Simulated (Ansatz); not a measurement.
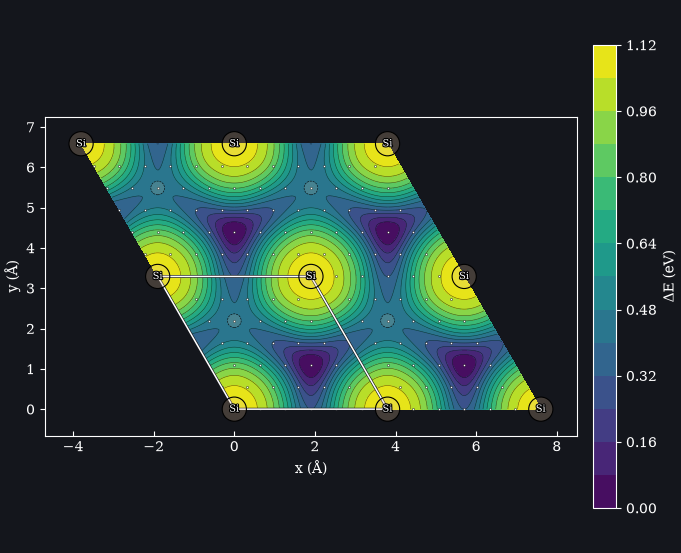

Energy landscape of Mg on a Si(001) slab cut from the P6_3/mmc phase, its upper half relaxed before the scan (24 atoms of substrate and one adsorbate in a 2 × 2 cell). Mg is moved over the surface cell; relaxed at each place: the height of the adsorbate's atoms; substrate rigid; the origin of the map has the adsorbate above Si21. Places are given modulo a cell vector. The map is drawn in real space over the plane of the surface. The grid has 6 × 6 points; 10 points were computed and 26 follow by symmetry. Places are given in fractions of the 1 × 1 surface cell. Energies are in eV, from the lowest grid point. The calculation used Ansatz, DFT LDA, scalar-relativistic, plane waves, PAW. Settings: cutoff 420 eV, k-mesh 6×6×1, gaussian smearing 0.05 eV, no spin polarisation.

The picture shows filled contours, dots at the grid points, labelled circles for the atoms of the top layer and small ones for the second layer, the outline of one cell of the 2 × 2 shown. Between grid points the surface is interpolated. 

> Where are the wells?

The lowest grid point is at a threefold hollow, (4/6, 2/6) of the cell vectors. The highest grid point, the top site over a surface Si atom, (0/6, 0/6) of the cell vectors, lies 1.11 eV above the lowest. On the interpolated surface the easiest way out of the lowest well to its copy in the next cell or period passes a barrier of about 0.41 eV. At the lowest point the adsorbate has 3 Si at 2.68 Å as nearest neighbours, at the highest 1 Si at 2.57 Å. Its relaxed height above the top atom is 1.54 Å at the lowest and 2.57 Å at the highest point.

The values on the grid:

```tsv
second ↓, first →	0/6	1/6	2/6	3/6	4/6	5/6
5/6	1.02	0.83	0.47	0.47	0.83	1.02
4/6	0.69	0.47	0.41	0.47	0.69	0.80
3/6	0.32	0.47	0.47	0.32	0.31	0.31
2/6	0.69	0.83	0.69	0.31	0.00	0.31
1/6	1.02	1.02	0.80	0.31	0.31	0.80
0/6	1.11	1.02	0.69	0.32	0.69	1.02
```

The input of one point:

```yaml
crystal:
  lattice:
    - [7.6033702666, 0.0, 0.0]
    - [-3.8016851333, 6.5847118052, 0.0]
    - [0.0, 0.0, 22.4524755747]
  atoms:
    - { symbol: Si, position: [0.3333333333, 0.1666666667, 0.1781540742] }
    - { symbol: Si, position: [0.3333333333, 0.6666666667, 0.1781540742] }
    - { symbol: Si, position: [0.8333333333, 0.1666666667, 0.1781540742] }
    - { symbol: Si, position: [0.8333333333, 0.6666666667, 0.1781540742] }
    - { symbol: Si, position: [0.1666666667, 0.3333333333, 0.2134654946] }
    - { symbol: Si, position: [0.1666666667, 0.8333333333, 0.2134654946] }
    - { symbol: Si, position: [0.6666666667, 0.3333333333, 0.2134654946] }
    - { symbol: Si, position: [0.6666666667, 0.8333333333, 0.2134654946] }
    - { symbol: Si, position: [0.1666666667, 0.3333333333, 0.318198629] }
    - { symbol: Si, position: [0.1666666667, 0.8333333333, 0.318198629] }
    - { symbol: Si, position: [0.6666666667, 0.3333333333, 0.318198629] }
    - { symbol: Si, position: [0.6666666667, 0.8333333333, 0.318198629] }
    - { symbol: Si, position: [0.3333333333, 0.1666666667, 0.3520754171] }
    - { symbol: Si, position: [0.3333333333, 0.6666666667, 0.3520754171] }
    - { symbol: Si, position: [0.8333333333, 0.1666666667, 0.3520754171] }
    - { symbol: Si, position: [0.8333333333, 0.6666666667, 0.3520754171] }
    - { symbol: Si, position: [0.3333333333, 0.1666666667, 0.4580766846] }
    - { symbol: Si, position: [0.3333333333, 0.6666666667, 0.4580766846] }
    - { symbol: Si, position: [0.8333333333, 0.1666666667, 0.4580766846] }
    - { symbol: Si, position: [0.8333333333, 0.6666666667, 0.4580766846] }
    - { symbol: Si, position: [0.1666666667, 0.3333333333, 0.4878070366] }
    - { symbol: Si, position: [0.1666666667, 0.8333333333, 0.4878070366] }
    - { symbol: Si, position: [0.6666666667, 0.3333333333, 0.4878070366] }
    - { symbol: Si, position: [0.6666666667, 0.8333333333, 0.4878070366] }
    - { symbol: Mg, position: [0.5, 0.5, 0.5406128208] }
basis:
  ecutwfc: 420
kpoints:
  mp_grid: { grid: [6, 6, 1] }
hamiltonian:
  xc: lda
  pseudopotentials: { kind: paw, azcp: { folder: soft_1 } }
scf:
  occupations: { method: gaussian, width: 0.05 }
output:
  forces: true
  eigenvalues: true
relax:
  adjacent_minimum: "off"
  f_tol: 0.025
  max_steps: 16
  constraints:
    - { sites: [0, 1, 2, 3, 4, 5, 6, 7, 8, 9, 10, 11, 12, 13, 14, 15, 16, 17, 18, 19, 20, 21, 22, 23] }
    - { sites: [24], fix: xy }
efield:
  axis: 3
  dipole_correction: true
  ramp_width: 0.04
```

The whole map (10 points run) took 70 min on 2 threads of Arm Neoverse N1, on a shared host.
